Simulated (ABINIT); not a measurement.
# Dielectric calculation, with input and output: CdS (part 3 of 3)

Continued. System: CdS (P6₃mc, 4 atoms in the cell). Method: Kohn-Sham DFT of a periodic cell, PBE, PseudoDojo NC SR PBE v0.4.1 standard, no spin polarisation (ABINIT 10.8.3); cutoff 1278.94 eV, 4×4×2 k-mesh, fixed occupations. The structure derives from an entry of the Crystallography Open Database. The settings are looser than a standard set-up, so the numbers are not reference values.

Geometry of the input (Å; fractional positions):
```
4.1500  0.0000  0.0000
-2.0750  3.5940  0.0000
0.0000  0.0000  6.7370
Cd 0.6667  0.3333  0.5000
Cd 0.3333  0.6667  0.0000
S  0.6667  0.3333  0.8750
S  0.3333  0.6667  0.3750
```

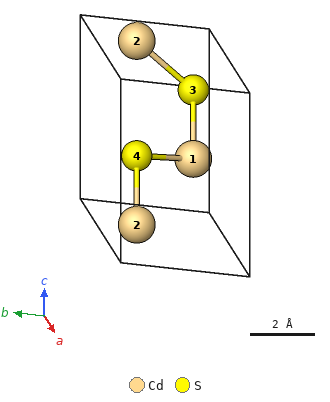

**Figure 1.** The structure as given in the input (ball-and-stick view of the cell of the calculation, seen at an oblique angle; atoms are numbered from 1 in the order of the input).

### What the program printed, continued
```
--------------------------------------------------------------------------------

 Initialisation of the first-order wave-functions :
  ireadwf=   0

--- !BeginCycle
iteration_state: {dtset: 3, }
solver: {iscf: 7, nstep: 80, nline: 4, wfoptalg: 0, }
tolerances: {tolvrs: 1.00E-09, }
...

     iter   2DEtotal(Ha)        deltaE(Ha) residm    vres2
-ETOT  1  -54.229631827039     -5.423E+01 7.025E+00 2.349E+04
 ETOT  2  -59.643657255702     -5.414E+00 4.607E-01 2.457E+03
 ETOT  3  -60.305147073273     -6.615E-01 2.412E-02 3.320E+01
 ETOT  4  -60.313388469059     -8.241E-03 1.045E-03 3.944E+00
 ETOT  5  -60.314298603037     -9.101E-04 5.560E-05 9.129E-01
 ETOT  6  -60.314520790524     -2.222E-04 7.050E-06 6.037E-02
 ETOT  7  -60.314540536725     -1.975E-05 4.680E-07 6.569E-03
 ETOT  8  -60.314542286997     -1.750E-06 7.105E-08 1.180E-04
 ETOT  9  -60.314542320436     -3.344E-08 3.604E-09 1.079E-05
 ETOT 10  -60.314542323650     -3.213E-09 8.934E-10 1.430E-06
 ETOT 11  -60.314542324107     -4.571E-10 4.688E-11 8.005E-08
 ETOT 12  -60.314542324134     -2.790E-11 1.117E-11 4.931E-09
 ETOT 13  -60.314542324137     -2.878E-12 6.851E-13 2.339E-10

 At SCF step   13       vres2   =  2.34E-10 < tolvrs=  1.00E-09 =>converged.
-open ddk wf file :runo_DS2_1WF13
-open ddk wf file :runo_DS2_1WF14
-open ddk wf file :runo_DS2_1WF15
================================================================================

 ----iterations are completed or convergence reached----

 Mean square residual over all n,k,spin=   71.606E-16; max=  68.512E-14

 2DEtotal=   -0.6031454232E+02 Ha. Also 2DEtotal=   -0.164124230743E+04 eV
    (  non-var. 2DEtotal :   -6.0314541305E+01 Ha)
================================================================================

 ---- first-order wavefunction calculations are completed ----

 ==> Compute Derivative Database <==
 The violation of the charge neutrality conditions
 by the effective charges is as follows :
    atom        electric field
 displacement     direction
       1               1       -0.550469        0.000000
       1               2        0.000000        0.000000
       1               3        0.000000        0.000000
       2               1       -0.000000        0.000000
       2               2       -0.550469        0.000000
       2               3        0.000000        0.000000
       3               1        0.000000        0.000000
       3               2        0.000000        0.000000
       3               3        0.027322        0.000000

 Effective charge tensors after
 imposition of the charge neutrality (if requested by user),
 and eventual restriction to some part :
   atom    displacement
         1         1    2.304623E+00    0.000000E+00    0.000000E+00
         1         2   -2.506451E-15    2.304623E+00    0.000000E+00
         1         3    0.000000E+00    0.000000E+00    2.170872E+00
         2         1    2.304623E+00    0.000000E+00    0.000000E+00
         2         2    1.678329E-15    2.304623E+00    0.000000E+00
         2         3    0.000000E+00    0.000000E+00    2.170872E+00
         3         1   -2.304623E+00    0.000000E+00    0.000000E+00
         3         2    4.140610E-16   -2.304623E+00    0.000000E+00
         3         3    0.000000E+00    0.000000E+00   -2.170872E+00
         4         1   -2.304623E+00    0.000000E+00    0.000000E+00
         4         2    4.140610E-16   -2.304623E+00    0.000000E+00
         4         3    0.000000E+00    0.000000E+00   -2.170872E+00
 Now, the imaginary part of the dynamical matrix is zeroed

  Dielectric tensor, in cartesian coordinates,
     j1       j2             matrix element
  dir pert dir pert     real part    imaginary part

   1    6   1    6         6.8092552760        -0.0000000000

   2    6   2    6         6.8092552760        -0.0000000000

   3    6   3    6         5.5889466798        -0.0000000000

  Effective charges, in cartesian coordinates,
  (from electric field response)
   if specified in the inputs, charge neutrality has been imposed
     j1       j2             matrix element
  dir pert dir pert     real part    imaginary part

   1    1   1    6         2.3046229684         0.0000000000
   1    2   1    6         2.3046229684         0.0000000000
   1    3   1    6        -2.3046229684         0.0000000000
   1    4   1    6        -2.3046229684         0.0000000000

   2    1   2    6         2.3046229684         0.0000000000
   2    2   2    6         2.3046229684         0.0000000000
   2    3   2    6        -2.3046229684         0.0000000000
   2    4   2    6        -2.3046229684         0.0000000000

   3    1   3    6         2.1708715703         0.0000000000
   3    2   3    6         2.1708715703         0.0000000000
   3    3   3    6        -2.1708715703         0.0000000000
   3    4   3    6        -2.1708715703         0.0000000000

== END DATASET(S) ==============================================================
================================================================================

 -outvars: echo values of variables after computation  --------
            acell      1.8897261259E+00  1.8897261259E+00  1.8897261259E+00 Bohr
           etotal1    -3.7283512825E+02
           etotal2    -1.2694482279E+01
           etotal3    -6.0314542324E+01
            fcart1    -1.0300384252E-28 -2.5770028356E-28 -1.1142598932E-03
                       3.4334614173E-29 -1.9823098735E-29 -1.1142598932E-03
                       3.4334614173E-29  1.3876169115E-28  1.1142598932E-03
                       3.4334614173E-29  1.3876169115E-28  1.1142598932E-03
            fcart3     0.0000000000E+00  0.0000000000E+00  0.0000000000E+00
                       0.0000000000E+00  0.0000000000E+00  0.0000000000E+00
                       0.0000000000E+00  0.0000000000E+00  0.0000000000E+00
                       0.0000000000E+00  0.0000000000E+00  0.0000000000E+00
            rprim      4.1500000000E+00  0.0000000000E+00  0.0000000000E+00
                      -2.0750000000E+00  3.5940054257E+00  0.0000000000E+00
                       0.0000000000E+00  0.0000000000E+00  6.7370000000E+00
           strten1    -5.8990077681E-05 -5.8990077659E-05 -7.3750380128E-05
                       0.0000000000E+00  0.0000000000E+00  0.0000000000E+00
           strten3     0.0000000000E+00  0.0000000000E+00  0.0000000000E+00
                       0.0000000000E+00  0.0000000000E+00  0.0000000000E+00
           xangst      2.0750000000E+00  1.1980018086E+00  3.3685000000E+00
                       8.4508112022E-17  2.3960036171E+00  0.0000000000E+00
                       2.0750000000E+00  1.1980018086E+00  5.8948750000E+00
                       8.4508112022E-17  2.3960036171E+00  2.5263750000E+00
             xred      6.6666666667E-01  3.3333333333E-01  5.0000000000E-01
                       3.3333333333E-01  6.6666666667E-01  0.0000000000E+00
                       6.6666666667E-01  3.3333333333E-01  8.7500000000E-01
                       3.3333333333E-01  6.6666666667E-01  3.7500000000E-01
 Calculation completed.
```

### Results in brief

| quantity | value |
| --- | --- |
| outcome | converged |
| space group (tolerance 0.01 Å) | P6₃mc (186) |
| electrons treated | 52 |
| free energy | −10145.3607 eV |
| Fermi energy | 4.111 eV |
| pressure | 1.88 GPa |
| largest force (length of the vector) | 0.057 eV/Å |
| ε∞ (xx, yy, zz) | 6.81, 6.81, 5.59 |
| Born charges (mean of the diagonal) | Cd1, Cd2 (2.26 e); S3, S4 (−2.26 e) |
| wall time | 6.5 min (CPU time 26 min) |
| peak memory | 0.72 GiB |

### Remarks

The settings depart from the standard set-up of this series, which can bear on the numbers. Points of doubt noted for this run: k mesh coarse for field response.
